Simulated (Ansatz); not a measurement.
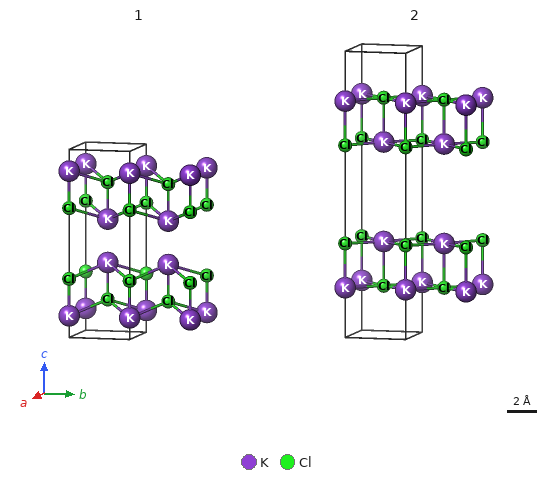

Two geometries of solid KCl (built on the HgF-139 type type), drawn at one scale. One is the start of a relaxation, the other its converged end. Style: ball-and-stick. Shown: the conventional cell (2 times the calculation's cell), repeated 1 × 2 × 1 with one cell outlined, slightly off an axis. Lengths and directions refer to the drawn axes.

These are results of DFT, PBEsol, plane waves, PAW in Ansatz, not measurements. (plane-wave cutoff 420 eV; k-point mesh 8 × 8 × 8; occupations fermi dirac; smearing width 0.03 eV; no spin polarisation; cell and atoms relaxed; force threshold 0.01 eV/Å; at most 120 steps)

Which of the two is the end point?

Answer. Structure 2 is the relaxed one. Over 15 accepted moves (18 points after the start) the energy falls by 392 meV per atom. The largest force component goes from 2.3 to 0.005 eV/Å. Pressure: 2.46 GPa at the start and 0.01 GPa at the end. The SCF was repeated 3 times at an unchanged geometry on a basis and grid sized afresh for the cell, which shifted the energy by 2.9 meV per atom at most. The largest moves relative to the cell, 1.17 Å, are those of K atoms. Largest moves by element: K 1.17 Å, Cl 0.33 Å. Cell: a = b 4.348 → 4.341 Å (−0.2 %), c 13.125 → 19.971 Å (+52.2 %). Volume +51.7 %. Near-neighbour distances that change, for instance: K–K 3.031 → 6.945 Å, Cl–K 2.577 → 3.089 Å, Cl–K 3.219 → 3.070 Å. Among the angles between lasting bonds that change: Cl–K–Cl 145.5° → 178.2°, K–Cl–K 145.5° → 178.2°, Cl–K–Cl 72.8° → 90.9°. The space group stays I4/mmm (No. 139). The run took 59 s on 2 threads of AMD EPYC 7R13 Processor (Zen 3), with other jobs on the host, peak memory 0.66 GiB.
